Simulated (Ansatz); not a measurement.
**Run report: Si8NO15 (charge −1), field-gradient calculation (part 1 of 2)**

- system: Si8NO15 (defect cell, 24 atoms in the cell, total charge −1)
- method: DFT, PBE, plane waves, PAW, no spin polarisation (Ansatz 0.2.0)

The structure derives from an entry of the Crystallography Open Database. Figures and captions count atoms from 1; the log counts them from 0 in places.

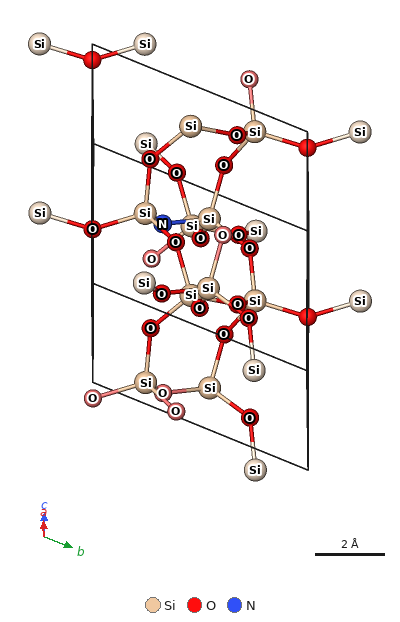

Figure 1. The input geometry (ball-and-stick view of the reduced cell, seen at an oblique angle; neighbours outside the cell are drawn fainter).

**Input file**
```yaml
crystal:
  lattice:
    - [-5.1085, 3.97895, 2.47825]
    - [10.217, -7.9579, 4.9565]
    - [5.1085, 3.97895, -2.47825]
  atoms:
    - { symbol: Si, position: [0.8566, 0.300915, 0.45843] }
    - { symbol: Si, position: [0.8566, 0.800915, 0.45843] }
    - { symbol: Si, position: [0.1434, 0.199085, 0.54157] }
    - { symbol: Si, position: [0.1434, 0.699085, 0.54157] }
    - { symbol: Si, position: [0.8566, 0.449085, 0.75477] }
    - { symbol: Si, position: [0.8566, 0.949085, 0.75477] }
    - { symbol: Si, position: [0.1434, 0.050915, 0.24523] }
    - { symbol: Si, position: [0.1434, 0.550915, 0.24523] }
    - { symbol: O, position: [0.87536, 0.38205, 0.26992] }
    - { symbol: O, position: [0.87536, 0.88205, 0.26992] }
    - { symbol: O, position: [0.49418, 0.30272, 0.73008] }
    - { symbol: O, position: [0.49418, 0.80272, 0.73008] }
    - { symbol: O, position: [0.87536, 0.05272, 0.61126] }
    - { symbol: O, position: [0.87536, 0.55272, 0.61126] }
    - { symbol: O, position: [0.49418, 0.13205, 0.38874] }
    - { symbol: O, position: [0.49418, 0.63205, 0.38874] }
    - { symbol: "N", position: [0.9661, 0.395785, 0.67453] }
    - { symbol: O, position: [0.9661, 0.895785, 0.67453] }
    - { symbol: O, position: [0.11704, 0.145785, 0.32547] }
    - { symbol: O, position: [0.11704, 0.645785, 0.32547] }
    - { symbol: O, position: [0.09431, 0.297155, 0.5] }
    - { symbol: O, position: [0.09431, 0.797155, 0.5] }
    - { symbol: O, position: [0.09431, 0.047155, 0.0] }
    - { symbol: O, position: [0.09431, 0.547155, 0.0] }
total_charge: -1
kpoints:
  mp_grid: { grid: [4, 2, 3] }
scf:
  occupations: { method: fermi_dirac, width: 0.01 }
  algorithm: direct_min
hamiltonian:
  xc: pbe
  pseudopotentials: { kind: paw }
output:
  forces: true
  stress: true
  populations: true
  efg:
    quadrupole_moments_barn: { O: -0.02558, "N": 0.02044 }
    contact_densities: true
```

Machine: 1 thread of Arm Neoverse V2, 24 GiB of memory available, shared host.

Command:
```bash
ansatz run input.yaml --threads 1 --pin off --max-ram 3072MiB --backend cpu --events-out ev --progress --plain --runs-dir out
```

**Output**
```
Engine: ansatz 0.2.0, aarch64-unknown-linux-gnu
Pseudopotentials: kind: paw
Pseudopotential: Si, paw, valence charge 4, recommended cutoff 420 eV (normal), Si.paw.azcp
Pseudopotential: O, paw, valence charge 6, recommended cutoff 420 eV (normal), O.paw.azcp
Pseudopotential: N, paw, valence charge 5, recommended cutoff 420 eV (normal), N.paw.azcp
Functional definition: PBE
  parameter kappa = 0.804
  parameter beta = 0.06672455060314922
  exchange = pbe_x(kappa = kappa, mu = beta*pi^2/3)
  correlation = pbe_c(beta = beta)
Crystal: 24 atoms, lattice volume = 402.993 Å³
Basis set: ecut = 420 eV, 7897 PW (Γ), exchange–correlation on 96×192×96 points (8 copies of the dense FFT grid, shifted against one another)
Bands: 88, of which v1, the nominal top of the filled ones, is band 64 counted from 1 (63 counted from 0)
Symmetry: 1 space group operations
Space group: P1 (ITA 1), of the structure as read, at distance tolerance 7.4e-5 Å
k-points: 14 of 24 (time reversal used)
Non-local potential: Si, projectors of the file, l = 0: 2, l = 1: 2, l = 2: 2
Non-local potential: O, projectors of the file, l = 0: 2, l = 1: 2, l = 2: 1
Non-local potential: N, projectors of the file, l = 0: 2, l = 1: 2, l = 2: 1
PAW form: soft (Blöchl's): semilocal exchange-correlation on the pseudo side does not see the compensation charge
PAW one-centre angular grid: Si, 110 points (default); XC on 64 Gauss nodes
PAW one-centre angular grid: O, 110 points (default); XC on 64 Gauss nodes
PAW one-centre angular grid: N, 110 points (default); XC on 64 Gauss nodes
Initial density: superposition of atomic densities (neutral atoms scaled as one to the charged cell's electrons: chi_scale 0, normalization atom), corrected by the library's trained network
Initial wavefunctions: pseudopotential atomic-orbital guess
Functional: x = pbe(κ = 0.804, μ = 0.2195149727645171), c = pbe(β = 0.06672455060314922)
SCF iter   1: F=—  HF=-14004.139735 eV  |F-HF|=—  |Δ(HF+E_count)|=         —  Δρ=1.68e-2  dr2=1.46e0  ethr=1.77e-3  ⟨swp⟩=12.0  Hψ=7358  notcnv=0
preconditioner: auto → Resta (q_TF=auto, 2.254 Å⁻¹)  ε∞=2.7  [insulator: Δε(μ)=3.679 eV  Ē_g=16.076 eV  σ=0.010 eV  W_gap=1.00  n_scr=80 (ndim 8)  ℏωp=20.9 eV  f_vac=0.317  D(μ)=0.00/eV (n_scr^D=0)  ε∞_Penn≈2.7  vacuum switching on, ρ_ref=1.9e-2 e/Å³]
SCF iter   2: F=—  HF=-14003.936393 eV  |F-HF|=—  |Δ(HF+E_count)|=   2.03e-1  Δρ=1.69e-2  dr2=8.42e-1  ethr=1.14e-3  ⟨swp⟩=7.4  Hψ=4311  notcnv=0  defer=2
iter 3 solved again at ethr=2.06e-5 eV; its pass at ethr=6.58e-4 eV (dr2=2.64e-2 eV) is discarded
SCF iter   3: F=—  HF=-14003.678844 eV  |F-HF|=—  |Δ(HF+E_count)|=   2.58e-1  Δρ=2.51e-3  dr2=2.80e-2  ethr=2.06e-5  ⟨swp⟩=6.9  Hψ=6271  notcnv=0  defer=18
SCF iter   4: F=—  HF=-14003.670783 eV  |F-HF|=—  |Δ(HF+E_count)|=   8.06e-3  Δρ=5.67e-4  dr2=1.03e-3  ethr=2.06e-5  ⟨swp⟩=6.4  Hψ=3050  notcnv=0  defer=14
SCF iter   5: F=—  HF=-14003.670483 eV  |F-HF|=—  |Δ(HF+E_count)|=   3.00e-4  Δρ=9.35e-5  dr2=1.94e-5  ethr=8.05e-7  ⟨swp⟩=4.1  Hψ=2535  notcnv=0  defer=14
SCF iter   6: F=—  HF=-14003.670481 eV  |F-HF|=—  |Δ(HF+E_count)|=   2.63e-6  Δρ=1.87e-5  dr2=7.47e-7  ethr=1.52e-8  ⟨swp⟩=3.4  Hψ=2853  notcnv=0  defer=6
SCF iter   7: F=—  HF=-14003.670481 eV  |F-HF|=—  |Δ(HF+E_count)|=   2.21e-7  Δρ=5.50e-6  dr2=9.18e-8  ethr=5.84e-10  ⟨swp⟩=3.4  Hψ=2828  notcnv=0  defer=6
SCF iter   8: F=-14003.670481 eV  HF=-14003.670481 eV  |F-HF|=4.71e-9  |Δ(HF+E_count)|=   2.63e-8  Δρ=1.35e-6  dr2=5.26e-9  ethr=7.17e-11  ⟨swp⟩=3.1  Hψ=2207  notcnv=0  defer=1
SCF 1 converged in 8 iterations: F = -14003.670481 eV  dr2 = 5.26e-9
  Residual-converged pass: ⟨swp⟩=3.0  Hψ=2688  notcnv=0  max |occ|·‖R‖ = 5.6e-6 eV (tolerance 6.7e-6 eV)  dr2=6.72e-9  dr2_onsite=4.45e-10  max |Δocc| = 0.0e0
  greatest PAW one-centre occupation: 0.864 electrons in one spin orbital (limit 2), on the O atom at site 14 (counted from 0), in its partial waves of l = 0
SCF converged after 8 iterations
Stability not checked: this state was not tested for a lower state beside it, because a direct minimisation reached the state, and no test of it is asked (direct_minimisation; see scf.lower_state_search)
Free energy (F): -14003.670481 eV
Harris-Foulkes:  -14003.670481 eV  (|F-HF|=4.71e-9)
Internal energy: -14003.670481 eV  (E = F + TS)
E sigma→0 (E₀):  -14003.670481 eV
Fermi energy:    4.310872 eV
--- Per-component energies (eV) ---
  E_band       = -842.001939
  E_kinetic    = 3189.621146
  E_local      = -11213.857929  (includes V_loc(G=0)·N_el)
  E_nonlocal   = 963.456597
  E_hartree    = 4353.427378
  E_xc         = -1630.602360
  E_vxc        = -1891.989714  (∫ρ·V_xc dr)
  E_paw        = -6619.289598  (= ΣΔE_a)
  E_vpaw       = -596.121424  (= ΣTr[D̂ρ^β])
  E_aug_tail   = 0.039065  (compensation charges beyond the density's cutoff)
  E_ewald      = -3046.464780
  E_smearing   = -0.000000  (= −TS)
  E_closure    = -0.000000  (closes the sum)
  E_deformation_potential = -8.954227  (in the stress; not in F)
  Σ components = -14003.670481   (vs F -14003.670481, Δ=0.00e0)
--- Forces (eV/Å), atoms counted from 1 ---
  atom   1  Si     2.68888271     1.04318420     0.65175024
  atom   2  Si    -0.35516915    -0.01421546    -0.41189718
  atom   3  Si     0.98134646    -0.02578995     1.16507699
  atom   4  Si    -0.18342592     0.39632039    -1.36647100
  atom   5  Si    -2.65479384     1.14340611     0.18360636
  atom   6  Si     0.31596617    -0.10711098     0.03986304
  atom   7  Si     0.06843045     0.73954669     0.84986771
  atom   8  Si    -0.86458991    -0.37395686    -1.06471966
  atom   9  O     -1.06580207    -1.21900444     0.75873417
  atom  10  O     -0.14873336    -0.13148325    -0.17275855
  atom  11  O      0.97228383    -0.67700222    -1.36875187
  atom  12  O      0.25591993     0.19112991     0.40847702
  atom  13  O      0.00176797     0.07547704    -0.49347353
  atom  14  O      1.21596875    -1.43679447     1.08748022
  atom  15  O     -1.14901753    -0.83717250    -1.55820711
  atom  16  O     -0.08267820     0.35287842     0.60224462
  atom  17  N      0.00002027     0.79123767     0.40051012
  atom  18  O     -0.00078415     0.45136601     0.18414247
  atom  19  O     -0.39948102    -0.55352275    -0.16680552
  atom  20  O      0.39896610    -0.48228717     0.48319193
  atom  21  O     -1.64794024     0.50841843    -0.22137992
  atom  22  O      0.16683239    -0.17515374     0.11172911
  atom  23  O     -0.17774039    -0.23454221    -0.25420631
  atom  24  O      1.66377474     0.57513645     0.15197805
  max |Σ_I F_I| component: 6.53e-5 eV/Å
--- Stress (GPa, compression-positive) ---
        4.639760       0.005580      -0.060365
        0.005580       3.930552       0.097575
       -0.060365       0.097577       2.790675
  P = ⅓ Tr σ = 3.7870 GPa (37.870 kbar)
```
